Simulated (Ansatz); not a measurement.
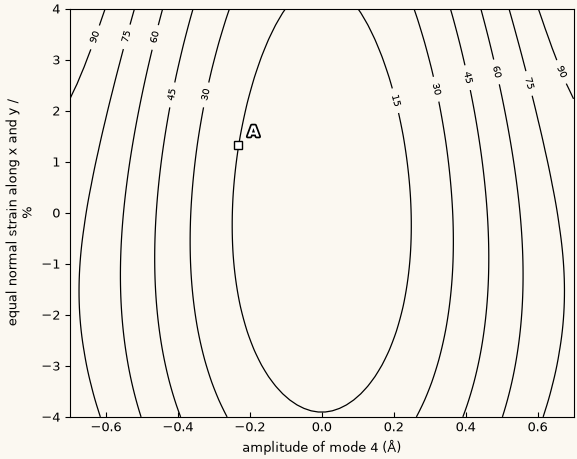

Na (P6_3/mmc, No. 194; 2 atoms in the cell). The energy is mapped over a normal mode and a strain (zone-centre modes of the 2-atom cell of this scan) (x along [1 0 0], y along [1 2 0], z along [0 0 1] of the conventional cell). The first coordinate is: amplitude of mode 4 (55 cm⁻¹), largest displacement in the unstrained cell; the second: equal normal strain along x and y. Nothing is relaxed (the pattern is fixed in fractional coordinates). Grid: 7 × 7 points; 28 points were computed and 21 follow by symmetry. Points are written as (first, second). Energies are in meV per cell, from the lowest grid point. Theory: DFT PBE, scalar-relativistic, plane waves, PAW in Ansatz 0.2.0. Settings: cutoff 520 eV, k-mesh 15×15×8 in the order of the run's cell vectors, gaussian smearing 0.15 eV, no spin polarisation.

Drawn: contour lines labelled in meV, the point A. Between grid points the surface is interpolated.

### Which way does the force act at A, and how strong is it?

A, at (−0.233 Å, 1.33 %), is not a stationary point. The computed force is 114 meV for each Å towards larger values of the first coordinate and 2.5 meV for each 1 % towards smaller values of the second coordinate.
